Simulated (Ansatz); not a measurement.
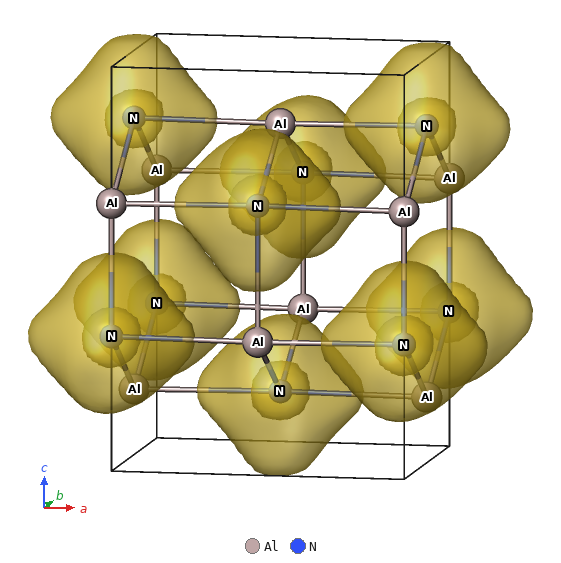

Figure 1: AlN. Isosurface of the ELF at 0.65 (yellow), seen slightly off an axis. Only the valence region is drawn (cores and ρ < 0.01 e/Å³ removed). Sticks mark near contacts.

Space group Amm2; a structure from a database of computed crystals, not necessarily the ambient phase; changed on purpose from its base cell (all Al atoms moved +0.025 Å, as atom 1 towards its neighbour atom 4 (N) at 1.912 A); not relaxed (largest force 0.4 eV/Å); computed pressure about −3 GPa in this cell.

These are results of DFT PBEsol, scalar-relativistic, plane waves, PAW in Ansatz 0.2.0, not measurements.

Where are the electrons localised?

The ELF exceeds this value in four regions on N in which the atom's valence shell and bonds are merged, counted in one cell of 8 atoms. Any copies at cell faces, edges or corners count once.

Values along the shortest contacts:
Al–N (1.89 Å): the ELF peaks at about 0.90 in the valence shell of N, 0.8 Å from its nucleus, and is about 0.85 at the midpoint. Al–N (1.94 Å): the ELF peaks at about 0.85 in the valence shell of N, 0.8 Å from its nucleus, and is about 0.85 at the midpoint.

Does the calculation give a band gap?

It is gapped, with a Kohn–Sham gap of 3.2 eV on the k-point mesh (the band edges may lie off the mesh, which would make the gap smaller).
